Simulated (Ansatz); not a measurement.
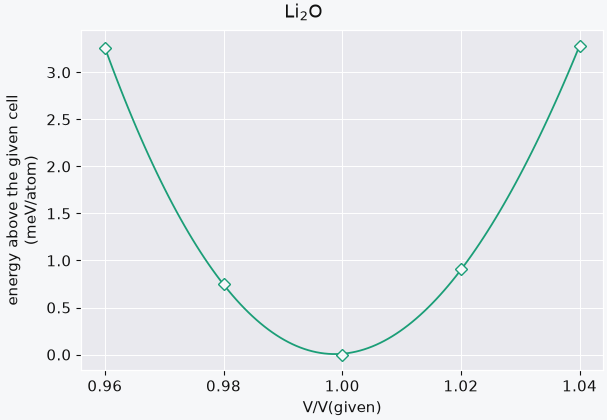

The plot gives the computed energy above the given cell against V/V(given) for Li₂O, space group Fm-3m (No. 225).

Starting cell:
```cif
data_structure
_symmetry_space_group_name_H-M 'P 1'
_symmetry_Int_Tables_number 1
_cell_length_a 3.2726
_cell_length_b 3.2726
_cell_length_c 3.2726
_cell_angle_alpha 60.000
_cell_angle_beta 60.000
_cell_angle_gamma 60.000
_cell_volume 24.78
loop_
_atom_site_label
_atom_site_type_symbol
_atom_site_fract_x
_atom_site_fract_y
_atom_site_fract_z
_atom_site_occupancy
Li1 Li 0.25000 0.25000 0.25000 1
Li2 Li 0.75000 0.75000 0.75000 1
O1 O 0.00000 0.00000 0.00000 1
```

How it was computed, with Ansatz 0.2.0: plane-wave density functional theory, PAW datasets, Gaussian smearing 0.05 eV: equation of state, the given cell scaled in volume with shape and atoms relaxed at each volume; third-order Birch-Murnaghan fit. Level: PBE, no spin polarisation.

```csv
setting,value
PAW set,soft_2
wave cutoff,420 eV
k mesh,12×12×12
symmetry use,detected
```

V(given) is 8.26 Å³/atom.

From this curve and the settings, what does the calculation give for the pressure and gap on the k mesh at the same points?

The pressure falls from 3.382 GPa at V/V(given) 0.96 to −2.977 GPa at 1.04, and changes sign near 1.00. The gap on the k mesh stays open and runs from 5.060 eV at V/V(given) 0.96 to 4.903 eV at 1.04.

```tsv
V/V(given)	pressure (GPa)	gap on the k mesh (eV)
0.96	3.382	5.060
0.98	1.554	5.021
1.00	-0.105	4.981
1.02	-1.610	4.942
1.04	-2.977	4.903
```
